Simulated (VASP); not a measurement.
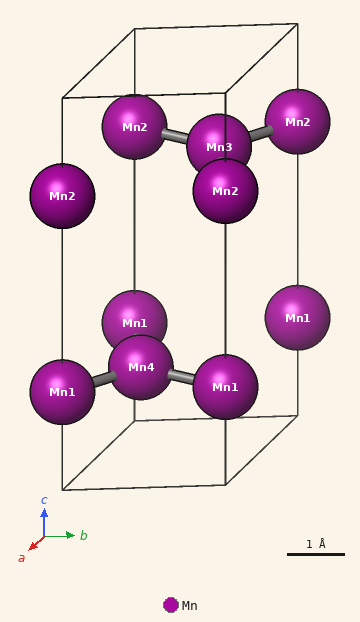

**Figure 1.** The structure as given in the input (ball-and-stick view of the cell of the calculation, seen at an oblique angle; atoms are numbered from 1 in the order of the input). An atom can appear more than once, as a periodic image.

## Run report: Mn, geometry relaxation (part 1 of 6)

System: Mn (4 atoms in the cell).
Method: Kohn-Sham DFT of a periodic cell, PBE, VASP PAW PBE potentials, recommended, no spin polarisation (VASP 6.6.1).

The structure was built on a prototype by a generator; it need not be a known phase. It belongs to a series of runs on one base structure; here: graphite type (P6_3/mmc, No. 194).

## OSZICAR
```
N       E                     dE             d eps       ncg     rms          rms(c)
DAV:   1     0.720211849135E+03    0.72021E+03   -0.35628E+04  1528   0.252E+03
DAV:   2     0.341159600636E+02   -0.68610E+03   -0.66684E+03  1488   0.673E+02
DAV:   3    -0.105321772786E+02   -0.44648E+02   -0.43885E+02  1923   0.192E+02
DAV:   4    -0.115796046060E+02   -0.10474E+01   -0.10330E+01  1509   0.313E+01
DAV:   5    -0.116070410904E+02   -0.27436E-01   -0.27433E-01  1840   0.508E+00    0.490E+01
DAV:   6    -0.113362021597E+02    0.27084E+00   -0.25999E-01  1593   0.307E+00    0.290E+01
DAV:   7    -0.112990879319E+02    0.37114E-01   -0.35171E-01  1586   0.618E+00    0.157E+00
DAV:   8    -0.113021093351E+02   -0.30214E-02   -0.29677E-01  1787   0.995E+00    0.183E+00
DAV:   9    -0.112820907015E+02    0.20019E-01   -0.95611E-02  1772   0.559E+00    0.296E-01
DAV:  10    -0.112819303330E+02    0.16037E-03   -0.64380E-03  1823   0.718E-01    0.114E-01
DAV:  11    -0.112818217864E+02    0.10855E-03   -0.86493E-04  1790   0.459E-01    0.383E-02
DAV:  12    -0.112818113205E+02    0.10466E-04   -0.74953E-05  1724   0.137E-01    0.106E-02
DAV:  13    -0.112818099798E+02    0.13407E-05   -0.66832E-06  1782   0.389E-02    0.225E-03
DAV:  14    -0.112818097049E+02    0.27491E-06   -0.96631E-07  1725   0.887E-03    0.943E-04
DAV:  15    -0.112818098597E+02   -0.15483E-06   -0.65690E-08  1024   0.256E-03    0.308E-04
DAV:  16    -0.112818100359E+02   -0.17617E-06   -0.87934E-09   975   0.108E-03    0.245E-04
DAV:  17    -0.112818101160E+02   -0.80075E-07   -0.22081E-09   975   0.484E-04
   1 F= -.11281810E+02 E0= -.11269556E+02  d E =-.112818E+02
       N       E                     dE             d eps       ncg     rms          rms(c)
DAV:   1    -0.139986270796E+04   -0.13886E+04   -0.40953E+04  1663   0.178E+03    0.242E+02
DAV:   2    -0.434794690592E+03    0.96507E+03   -0.11533E+03  1697   0.249E+02    0.106E+02
DAV:   3    -0.125330688155E+03    0.30946E+03   -0.14964E+03  1734   0.205E+02    0.116E+02
DAV:   4    -0.242978314399E+02    0.10103E+03   -0.36147E+02  1695   0.100E+02    0.930E+01
DAV:   5    -0.106504572393E+02    0.13647E+02   -0.95967E+01  1824   0.500E+01    0.554E+01
DAV:   6    -0.811033762406E+02   -0.70453E+02   -0.17346E+03  2340   0.115E+02    0.761E+01
DAV:   7    -0.180271895842E+02    0.63076E+02   -0.84849E+01  1758   0.344E+01    0.635E+01
DAV:   8    -0.189068492920E+02   -0.87966E+00   -0.38108E+00  1936   0.628E+00    0.638E+01
DAV:   9    -0.298424722412E+02   -0.10936E+02   -0.78529E-01  1781   0.503E+00    0.648E+01
DAV:  10    -0.312086668912E+02   -0.13662E+01   -0.11271E+03  2473   0.487E+01    0.766E+01
DAV:  11     0.213262229702E+02    0.52535E+02   -0.27089E+02  2193   0.672E+01    0.394E+01
DAV:  12     0.989658422237E+01   -0.11430E+02   -0.92316E+01  2075   0.235E+01    0.563E+01
DAV:  13     0.161727431827E+02    0.62762E+01   -0.14445E+02  2405   0.275E+01    0.539E+01
DAV:  14     0.262721129637E+01   -0.13546E+02   -0.29003E+01  2026   0.242E+01    0.584E+01
DAV:  15     0.178774513011E+02    0.15250E+02   -0.17720E+01  2112   0.126E+01    0.446E+01
DAV:  16     0.222573105568E+02    0.43799E+01   -0.54503E+00  2352   0.903E+00    0.329E+01
DAV:  17     0.769755018841E+01   -0.14560E+02   -0.24607E+01  2102   0.259E+01    0.532E+01
DAV:  18     0.223782020495E+02    0.14681E+02   -0.61749E+01  2396   0.265E+01    0.348E+01
DAV:  19     0.202491479669E+02   -0.21291E+01   -0.10960E+01  2096   0.999E+00    0.407E+01
DAV:  20     0.219623807382E+02    0.17132E+01   -0.19678E+00  2106   0.691E+00    0.358E+01
DAV:  21     0.209120894307E+02   -0.10503E+01   -0.35027E+01  2435   0.172E+01    0.357E+01
DAV:  22     0.105873023275E+02   -0.10325E+02   -0.97350E+01  2406   0.349E+01    0.568E+01
DAV:  23     0.206920728895E+02    0.10105E+02   -0.14419E+01  2072   0.131E+01    0.429E+01
DAV:  24     0.186945867658E+02   -0.19975E+01   -0.66861E+01  2415   0.211E+01    0.454E+01
DAV:  25     0.182802066691E+02   -0.41438E+00   -0.70032E+01  2431   0.273E+01    0.469E+01
DAV:  26     0.184217853702E+02    0.14158E+00   -0.70401E+01  2313   0.234E+01    0.440E+01
DAV:  27     0.221632014075E+02    0.37414E+01   -0.37103E+01  2403   0.213E+01    0.305E+01
DAV:  28     0.185251022348E+02   -0.36381E+01   -0.34327E+01  2363   0.233E+01    0.408E+01
DAV:  29     0.234634433601E+02    0.49383E+01   -0.10571E+01  2331   0.137E+01    0.148E+01
DAV:  30     0.190417978469E+02   -0.44216E+01   -0.80696E+00  2482   0.167E+01    0.404E+01
DAV:  31     0.187191807896E+02   -0.32262E+00   -0.11586E+00  2285   0.396E+00    0.435E+01
DAV:  32     0.229529770768E+02    0.42338E+01   -0.33171E+00  2356   0.678E+00    0.306E+01
DAV:  33     0.228804911814E+02   -0.72486E-01   -0.28786E-01  2423   0.159E+00    0.277E+01
DAV:  34     0.224425836654E+02   -0.43791E+00   -0.11508E+01  2472   0.126E+01    0.313E+01
DAV:  35     0.202545173251E+02   -0.21881E+01   -0.20052E+01  2454   0.194E+01    0.358E+01
DAV:  36     0.230544183763E+02    0.27999E+01   -0.14814E+01  2460   0.159E+01    0.203E+01
DAV:  37     0.222095076492E+02   -0.84491E+00   -0.85859E+00  2334   0.122E+01    0.187E+01
DAV:  38     0.220177331237E+02   -0.19177E+00   -0.35269E+00  2403   0.643E+00    0.272E+01
DAV:  39     0.235150518514E+02    0.14973E+01   -0.28841E+00  2440   0.723E+00    0.631E+00
DAV:  40     0.221309977233E+02   -0.13841E+01   -0.22582E+00  2488   0.476E+00    0.209E+01
DAV:  41     0.224693118356E+02    0.33831E+00   -0.67095E+00  2514   0.951E+00    0.188E+01
DAV:  42     0.230032712689E+02    0.53396E+00   -0.12502E+00  2119   0.730E+00    0.259E+00
DAV:  43     0.222784061837E+02   -0.72487E+00   -0.16716E+00  2512   0.450E+00    0.194E+01
DAV:  44     0.224533092926E+02    0.17490E+00   -0.63185E+00  2489   0.978E+00    0.194E+01
DAV:  45     0.228915188459E+02    0.43821E+00   -0.19501E+00  2294   0.888E+00    0.108E+01
DAV:  46     0.226352627700E+02   -0.25626E+00   -0.14637E+00  1930   0.569E+00    0.692E+00
DAV:  47     0.216371809803E+02   -0.99808E+00   -0.32722E+00  2512   0.725E+00    0.280E+01
DAV:  48     0.233496644993E+02    0.17125E+01   -0.30695E+00  2425   0.839E+00    0.809E+00
DAV:  49     0.216617632180E+02   -0.16879E+01   -0.49454E+00  2369   0.105E+01    0.254E+01
DAV:  50     0.232352895572E+02    0.15735E+01   -0.11972E+00  2177   0.666E+00    0.696E+00
DAV:  51     0.225129691128E+02   -0.72232E+00   -0.35739E-01  2066   0.462E+00    0.168E+01
DAV:  52     0.229765476163E+02    0.46358E+00   -0.13107E+00  2505   0.578E+00    0.957E+00
DAV:  53     0.226161309697E+02   -0.36042E+00   -0.72618E-01  2005   0.437E+00    0.266E+00
DAV:  54     0.226016693134E+02   -0.14462E-01   -0.20511E-01  2266   0.182E+00    0.549E+00
DAV:  55     0.226799912277E+02    0.78322E-01   -0.96777E-02  2451   0.103E+00    0.757E+00
DAV:  56     0.227502848593E+02    0.70294E-01   -0.14880E-02  2079   0.755E-01    0.533E+00
DAV:  57     0.226878083197E+02   -0.62477E-01   -0.49741E-03  1859   0.463E-01    0.605E+00
DAV:  58     0.226998997004E+02    0.12091E-01   -0.61540E-04  2316   0.127E-01    0.580E+00
DAV:  59     0.226933050874E+02   -0.65946E-02   -0.30776E-04  2172   0.828E-02    0.557E+00
DAV:  60     0.226913482409E+02   -0.19568E-02   -0.47634E-03  2488   0.307E-01    0.407E+00
DAV:  61     0.226507618362E+02   -0.40586E-01   -0.35588E-03  1784   0.328E-01    0.385E+00
DAV:  62     0.226354637386E+02   -0.15298E-01   -0.11489E-02  2504   0.537E-01    0.175E+00
DAV:  63     0.225880772472E+02   -0.47386E-01   -0.84859E-03  1727   0.547E-01    0.171E+00
DAV:  64     0.225822800316E+02   -0.57972E-02   -0.36481E-03  2592   0.258E-01    0.912E-01
DAV:  65     0.225759057155E+02   -0.63743E-02   -0.18782E-03  2047   0.213E-01    0.602E-01
DAV:  66     0.225749669985E+02   -0.93872E-03   -0.13229E-03  2512   0.113E-01    0.318E-01
DAV:  67     0.225746879626E+02   -0.27904E-03   -0.64280E-04  2453   0.870E-02    0.139E-01
DAV:  68     0.225747508099E+02    0.62847E-04   -0.24680E-04  2330   0.730E-02    0.910E-02
DAV:  69     0.225747537800E+02    0.29700E-05   -0.76570E-05  2527   0.275E-02    0.104E-01
DAV:  70     0.225747232965E+02   -0.30484E-04   -0.70559E-05  2520   0.254E-02    0.179E-01
DAV:  71     0.225747815030E+02    0.58207E-04   -0.20116E-05  2177   0.225E-02    0.172E-01
DAV:  72     0.225747442809E+02   -0.37222E-04   -0.14815E-05  2496   0.148E-02    0.201E-01
DAV:  73     0.225748034601E+02    0.59179E-04   -0.10816E-04  2461   0.487E-02    0.383E-02
DAV:  74     0.225746334178E+02   -0.17004E-03   -0.43847E-05  2021   0.381E-02    0.686E-02
DAV:  75     0.225746679683E+02    0.34551E-04   -0.60150E-06  1794   0.165E-02    0.586E-02
DAV:  76     0.225746706152E+02    0.26470E-05   -0.25539E-06  2286   0.769E-03    0.625E-02
DAV:  77     0.225746705865E+02   -0.28707E-07   -0.39607E-06  2237   0.107E-02    0.213E-02
DAV:  78     0.225746396415E+02   -0.30945E-04   -0.30157E-06  1689   0.117E-02    0.315E-02
DAV:  79     0.225746433470E+02    0.37055E-05   -0.19433E-07  1347   0.258E-03    0.266E-02
DAV:  80     0.225746404064E+02   -0.29406E-05   -0.37684E-07  1585   0.281E-03    0.220E-02
DAV:  81     0.225746361938E+02   -0.42126E-05   -0.38535E-07  1520   0.298E-03    0.158E-02
DAV:  82     0.225746314812E+02   -0.47126E-05   -0.48129E-07  1719   0.322E-03    0.100E-02
DAV:  83     0.225746279194E+02   -0.35618E-05   -0.16956E-07  1189   0.253E-03    0.634E-03
DAV:  84     0.225746262967E+02   -0.16227E-05   -0.99099E-08   970   0.173E-03    0.275E-03
DAV:  85     0.225746252732E+02   -0.10235E-05   -0.59626E-08   941   0.138E-03    0.152E-03
DAV:  86     0.225746248386E+02   -0.43463E-06   -0.22477E-08   856   0.792E-04    0.862E-04
DAV:  87     0.225746245901E+02   -0.24845E-06   -0.12544E-08   870   0.605E-04    0.321E-04
DAV:  88     0.225746244471E+02   -0.14296E-06   -0.64914E-09   870   0.474E-04    0.211E-04
DAV:  89     0.225746244463E+02   -0.87039E-09   -0.26877E-09   849   0.346E-04
   2 F= 0.22574624E+02 E0= 0.22701121E+02  d E =0.338564E+02
       N       E                     dE             d eps       ncg     rms          rms(c)
DAV:   1    -0.423906537229E+03   -0.44648E+03   -0.63433E+03  1558   0.511E+02    0.163E+02
DAV:   2    -0.465249829553E+02    0.37738E+03   -0.23778E+03  1851   0.411E+02    0.442E+01
DAV:   3    -0.345178890158E+02    0.12007E+02   -0.31994E+02  1562   0.152E+02    0.567E+01
DAV:   4    -0.549553983142E+02   -0.20438E+02   -0.33624E+02  2399   0.806E+01    0.703E+01
DAV:   5    -0.254586050891E+02    0.29497E+02   -0.94390E+01  2295   0.473E+01    0.379E+01
DAV:   6    -0.232873073133E+02    0.21713E+01   -0.37266E+01  2326   0.214E+01    0.269E+01
DAV:   7    -0.216182171042E+02    0.16691E+01   -0.17403E+01  2322   0.233E+01    0.171E+01
DAV:   8    -0.226124274055E+02   -0.99421E+00   -0.18375E+01  2246   0.209E+01    0.280E+01
DAV:   9    -0.206937029038E+02    0.19187E+01   -0.10136E+01  2375   0.157E+01    0.814E+00
DAV:  10    -0.210490877816E+02   -0.35538E+00   -0.33610E+00  2178   0.104E+01    0.126E+01
DAV:  11    -0.207505148305E+02    0.29857E+00   -0.12047E+00  2280   0.550E+00    0.144E+00
DAV:  12    -0.207907582629E+02   -0.40243E-01   -0.90129E-02  1942   0.162E+00    0.758E-01
DAV:  13    -0.208033795624E+02   -0.12621E-01   -0.80023E-02  2114   0.611E-01    0.387E-01
DAV:  14    -0.208040272701E+02   -0.64771E-03   -0.72274E-03  2496   0.325E-01    0.230E-01
DAV:  15    -0.208040818454E+02   -0.54575E-04   -0.12216E-03  2017   0.243E-01    0.137E-01
DAV:  16    -0.208040550261E+02    0.26819E-04   -0.28869E-04  2349   0.102E-01    0.108E-02
DAV:  17    -0.208040632631E+02   -0.82370E-05   -0.34383E-05  2171   0.443E-02    0.533E-02
DAV:  18    -0.208040580703E+02    0.51928E-05   -0.32387E-05  2135   0.359E-02    0.147E-02
DAV:  19    -0.208040575613E+02    0.50906E-06   -0.25693E-06  2078   0.124E-02    0.277E-03
DAV:  20    -0.208040576692E+02   -0.10790E-06   -0.25142E-07  1154   0.269E-03    0.164E-03
DAV:  21    -0.208040576585E+02    0.10639E-07   -0.20483E-07  1024   0.201E-03
   3 F= -.20804058E+02 E0= -.20753524E+02  d E =-.952225E+01
       N       E                     dE             d eps       ncg     rms          rms(c)
DAV:   1    -0.590032904948E+02   -0.38199E+02   -0.54893E+02  1801   0.198E+02    0.518E+01
DAV:   2    -0.386492998476E+02    0.20354E+02   -0.58810E+02  1880   0.178E+02    0.373E+01
DAV:   3    -0.473692167272E+02   -0.87199E+01   -0.24876E+02  2133   0.119E+02    0.617E+01
DAV:   4    -0.239857020567E+02    0.23384E+02   -0.94137E+01  2212   0.582E+01    0.170E+01
DAV:   5    -0.238624460088E+02    0.12326E+00   -0.94261E+00  2176   0.166E+01    0.137E+01
DAV:   6    -0.236325281946E+02    0.22992E+00   -0.40452E+00  2198   0.124E+01    0.112E+01
DAV:   7    -0.233964496653E+02    0.23608E+00   -0.65725E-01  2118   0.517E+00    0.407E+00
DAV:   8    -0.233863266813E+02    0.10123E-01   -0.90154E-02  1709   0.193E+00    0.330E+00
DAV:   9    -0.233662229688E+02    0.20104E-01   -0.64969E-02  2159   0.158E+00    0.899E-01
DAV:  10    -0.233649250985E+02    0.12979E-02   -0.13986E-02  2159   0.767E-01    0.225E-01
DAV:  11    -0.233651177566E+02   -0.19266E-03   -0.95964E-04  2047   0.303E-01    0.833E-02
DAV:  12    -0.233650941323E+02    0.23624E-04   -0.17680E-04  1948   0.951E-02    0.567E-02
DAV:  13    -0.233650945711E+02   -0.43875E-06   -0.67446E-05  2171   0.744E-02    0.323E-02
DAV:  14    -0.233650935492E+02    0.10219E-05   -0.90109E-06  2208   0.259E-02    0.122E-02
DAV:  15    -0.233650936737E+02   -0.12454E-06   -0.49166E-07  1698   0.472E-03    0.734E-03
DAV:  16    -0.233650937508E+02   -0.77046E-07   -0.89967E-07  1829   0.677E-03
   4 F= -.23365094E+02 E0= -.23316797E+02  d E =-.120833E+02
       N       E                     dE             d eps       ncg     rms          rms(c)
DAV:   1    -0.193314906258E+03   -0.16995E+03   -0.28526E+03  1572   0.448E+02    0.153E+02
DAV:   2    -0.443465759365E+02    0.14897E+03   -0.12623E+03  1702   0.343E+02    0.430E+01
DAV:   3    -0.315342406136E+02    0.12812E+02   -0.10338E+02  1581   0.977E+01    0.332E+01
DAV:   4    -0.336668729272E+02   -0.21326E+01   -0.45711E+01  1962   0.767E+01    0.395E+01
DAV:   5    -0.278318828850E+02    0.58350E+01   -0.53170E+01  2054   0.638E+01    0.253E+01
DAV:   6    -0.257370437832E+02    0.20948E+01   -0.15024E+01  2019   0.341E+01    0.806E+00
DAV:   7    -0.256182875884E+02    0.11876E+00   -0.16187E+00  1917   0.126E+01    0.255E+00
DAV:   8    -0.256290503072E+02   -0.10763E-01   -0.21710E-01  1778   0.437E+00    0.101E+00
DAV:   9    -0.256249000336E+02    0.41503E-02   -0.27580E-02  1839   0.172E+00    0.160E-01
DAV:  10    -0.256251312938E+02   -0.23126E-03   -0.14682E-03  1941   0.355E-01    0.519E-02
DAV:  11    -0.256251468625E+02   -0.15569E-04   -0.17184E-04  1666   0.985E-02    0.462E-02
DAV:  12    -0.256251211071E+02    0.25755E-04   -0.11428E-04  1901   0.897E-02    0.657E-03
DAV:  13    -0.256251231804E+02   -0.20732E-05   -0.48296E-06  1761   0.166E-02    0.238E-03
DAV:  14    -0.256251231972E+02   -0.16797E-07   -0.41430E-07  1486   0.731E-03
   5 F= -.25625123E+02 E0= -.25592107E+02  d E =-.143433E+02
       N       E                     dE             d eps       ncg     rms          rms(c)
DAV:   1    -0.634228225328E+02   -0.37798E+02   -0.65208E+02  1636   0.300E+02    0.567E+01
DAV:   2    -0.336745760862E+02    0.29748E+02   -0.44386E+02  1841   0.141E+02    0.218E+01
DAV:   3    -0.262639486649E+02    0.74106E+01   -0.68541E+01  1795   0.583E+01    0.135E+01
DAV:   4    -0.261916298533E+02    0.72319E-01   -0.19058E+00  1843   0.125E+01    0.116E+01
DAV:   5    -0.268837340339E+02   -0.69210E+00   -0.68529E+00  2138   0.253E+01    0.178E+01
DAV:   6    -0.259172946441E+02    0.96644E+00   -0.42865E+00  2116   0.168E+01    0.267E+00
DAV:   7    -0.258832430785E+02    0.34052E-01   -0.22585E-01  1767   0.348E+00    0.110E+00
DAV:   8    -0.258813083794E+02    0.19347E-02   -0.36298E-02  2011   0.143E+00    0.260E-01
DAV:   9    -0.258814955697E+02   -0.18719E-03   -0.11711E-03  1827   0.276E-01    0.934E-02
DAV:  10    -0.258815027099E+02   -0.71402E-05   -0.32705E-04  1941   0.128E-01    0.129E-02
DAV:  11    -0.258918775658E+02   -0.10375E-01   -0.36601E-02  1759   0.361E-02    0.433E-02
DAV:  12    -0.258921180549E+02   -0.24049E-03   -0.24507E-03  1678   0.137E-02    0.411E-02
DAV:  13    -0.258920991321E+02    0.18923E-04   -0.32698E-05  1785   0.277E-02    0.285E-02
DAV:  14    -0.258920801638E+02    0.18968E-04   -0.52714E-05  1793   0.374E-02    0.984E-03
DAV:  15    -0.258920779699E+02    0.21939E-05   -0.35216E-06  1689   0.892E-03    0.619E-03
DAV:  16    -0.258920763684E+02    0.16015E-05   -0.48731E-06  1608   0.999E-03    0.104E-03
DAV:  17    -0.258920763899E+02   -0.21463E-07   -0.21606E-07  1288   0.282E-03
   6 F= -.25892076E+02 E0= -.25847297E+02  d E =-.146103E+02
       N       E                     dE             d eps       ncg     rms          rms(c)
DAV:   1    -0.301569207047E+02   -0.42648E+01   -0.70962E+01  1741   0.838E+01    0.180E+01
DAV:   2    -0.274642929918E+02    0.26926E+01   -0.51157E+01  1746   0.597E+01    0.138E+01
DAV:   3    -0.348176645946E+02   -0.73534E+01   -0.71700E+01  2088   0.827E+01    0.403E+01
DAV:   4    -0.260693017031E+02    0.87484E+01   -0.32677E+01  2095   0.426E+01    0.334E+00
DAV:   5    -0.260820373920E+02   -0.12736E-01   -0.75107E-01  1850   0.732E+00    0.163E+00
DAV:   6    -0.260725429906E+02    0.94944E-02   -0.12275E-01  2009   0.371E+00    0.118E+00
DAV:   7    -0.260700003998E+02    0.25426E-02   -0.33489E-02  1992   0.195E+00    0.311E-01
DAV:   8    -0.260698102644E+02    0.19014E-03   -0.27847E-03  1856   0.512E-01    0.936E-02
DAV:   9    -0.260698114318E+02   -0.11674E-05   -0.40762E-04  2095   0.153E-01    0.926E-02
DAV:  10    -0.260697805617E+02    0.30870E-04   -0.17253E-04  2080   0.148E-01    0.977E-03
DAV:  11    -0.260697789580E+02    0.16036E-05   -0.67832E-06  1912   0.269E-02    0.603E-03
DAV:  12    -0.260697790220E+02   -0.63981E-07   -0.71234E-07  1661   0.885E-03
   7 F= -.26069779E+02 E0= -.26027034E+02  d E =-.147880E+02
       N       E                     dE             d eps       ncg     rms          rms(c)
DAV:   1    -0.263780460210E+02   -0.30827E+00   -0.52445E+00  1699   0.237E+01    0.484E+00
DAV:   2    -0.261732377264E+02    0.20481E+00   -0.39311E+00  1732   0.159E+01    0.299E+00
DAV:   3    -0.265808322411E+02   -0.40759E+00   -0.37974E+00  2095   0.210E+01    0.116E+01
DAV:   4    -0.260772620479E+02    0.50357E+00   -0.23856E+00  2109   0.150E+01    0.574E-01
DAV:   5    -0.260784182744E+02   -0.11562E-02   -0.27816E-02  1526   0.138E+00    0.259E-01
DAV:   6    -0.260782660397E+02    0.15223E-03   -0.47276E-03  1878   0.489E-01    0.110E-01
DAV:   7    -0.260782608723E+02    0.51674E-05   -0.61827E-04  1742   0.258E-01    0.253E-02
DAV:   8    -0.260782563900E+02    0.44823E-05   -0.31320E-05  1785   0.606E-02    0.108E-02
DAV:   9    -0.260782544211E+02    0.19689E-05   -0.32682E-06  1961   0.196E-02    0.251E-03
DAV:  10    -0.260782540001E+02    0.42101E-06   -0.21237E-07  1035   0.461E-03    0.995E-04
DAV:  11    -0.260782539726E+02    0.27472E-07   -0.74844E-08   842   0.249E-03
   8 F= -.26078254E+02 E0= -.26036386E+02  d E =-.147964E+02
       N       E                     dE             d eps       ncg     rms          rms(c)
DAV:   1    -0.365403791960E+02   -0.10462E+02   -0.16227E+02  1644   0.106E+02    0.244E+01
DAV:   2    -0.287286765907E+02    0.78117E+01   -0.10684E+02  1734   0.805E+01    0.137E+01
DAV:   3    -0.324215590551E+02   -0.36929E+01   -0.48393E+01  2065   0.740E+01    0.346E+01
DAV:   4    -0.266741388578E+02    0.57474E+01   -0.27095E+01  2073   0.420E+01    0.471E+00
```
